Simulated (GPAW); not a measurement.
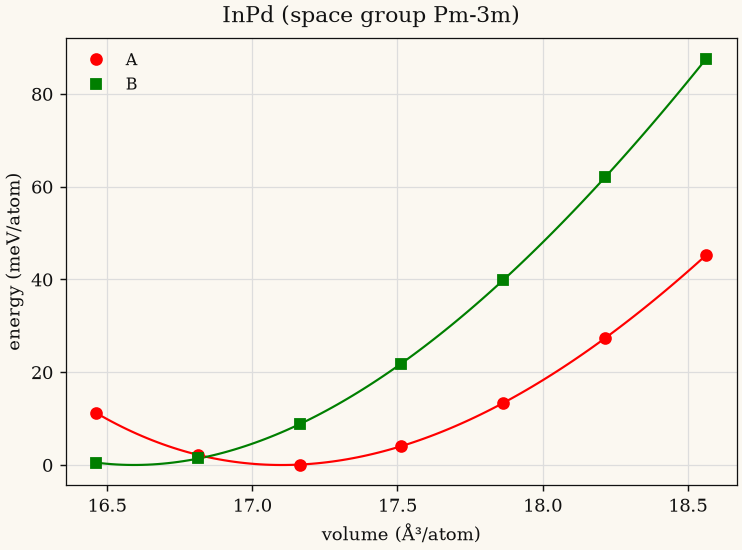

Plotted: energy against volume, with one curve for each functional, for InPd (space group Pm-3m). The labels are replaced by letters. In alphabetical order the cases are: LDA; PBEsol.

Computed with GPAW 26.7.0: PAW DFT in plane waves, on a grid or in atomic orbitals, no spin polarisation; energies at scaled volumes of the given cell, shape and fractions fixed, counted from the fit's minimum, third-order Birch-Murnaghan fit. All runs: no spin polarisation.

```
       setting        value
        k mesh        8×8×8
   occupations  Fermi–Dirac
smearing width      0.05 eV
   wave cutoff       600 eV
```

### Which letter stands for which functional?

A: PBEsol; B: LDA.
